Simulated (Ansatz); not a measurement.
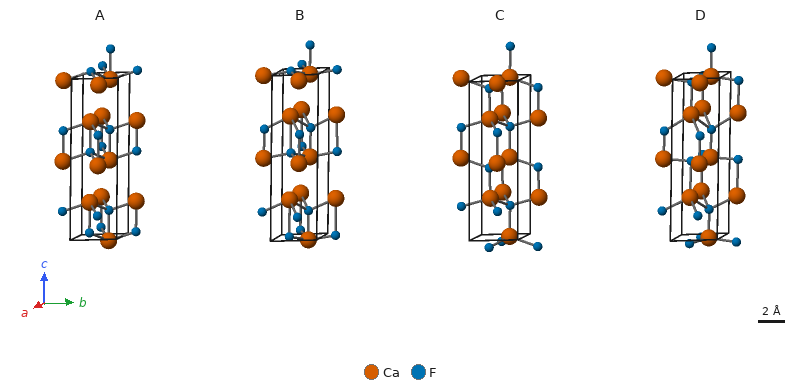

4 geometries from one relaxation of solid CaF (built on the wurtzite_186 type) (coarse preliminary run), in shuffled order. A ball-and-stick model of the cell of the calculation, seen slightly off an axis.

The calculation used DFT PBE, scalar-relativistic, plane waves, PAW in Ansatz. Set-up: plane-wave cutoff 420 eV; k-point mesh 6 × 6 × 2; occupations gaussian; smearing width 0.1 eV; no spin polarisation; cell and atoms relaxed; force threshold 0.015 eV/Å; at most 120 steps.

> Order the frames from highest to lowest energy.

C, D, B, A. They are steps 0, 5, 8, 15, at +2.093 eV per cell of the calculation, +1.308 eV per cell of the calculation, +0.314 eV per cell of the calculation relative to the last. Over 13 accepted moves (15 points after the start) the energy falls by 2.093 eV per cell of the calculation. The largest force component goes from 0.11 to 0.0016 eV/Å. Pressure: −0.97 GPa at the start and −0.03 GPa at the end. The SCF was repeated twice at an unchanged geometry on a basis and grid sized afresh for the cell, which shifted the energy by 10.6 meV per cell of the calculation at most. The largest move relative to the cell is that of an F atom, 1.17 Å along +c. By element the largest moves are F 1.17 Å, Ca 0.40 Å. Cell: a 4.073 → 3.852 Å (−5.4 %), b 4.041 → 3.851 Å (−4.7 %), c 12.748 → 12.932 Å (+1.4 %), α 90.7° → 90.0°, β 90.3° → 90.0°, γ 120.8° → 120.0°. Volume −7.8 %. Near-neighbour distances that change, for instance: Ca–F 2.444 → 4.020 Å, Ca–F 3.953 → 2.446 Å, Ca–F 3.908 → 2.446 Å, Ca–F 2.565 → 2.369 Å. New bonds form: Ca–F (3.91 → 2.45 Å), Ca–F (3.95 → 2.45 Å). Bonds break: Ca–F (2.44 → 4.02 Å), Ca–F (2.45 → 4.02 Å). Among the angles between lasting bonds that change: F–Ca–F 107.8° → 69.8°, F–Ca–F 106.9° → 69.8°, F–Ca–F 105.7° → 69.8°. The space group (tolerance 0.01 Å) goes from P1 (No. 1) to P-3m1 (No. 164).
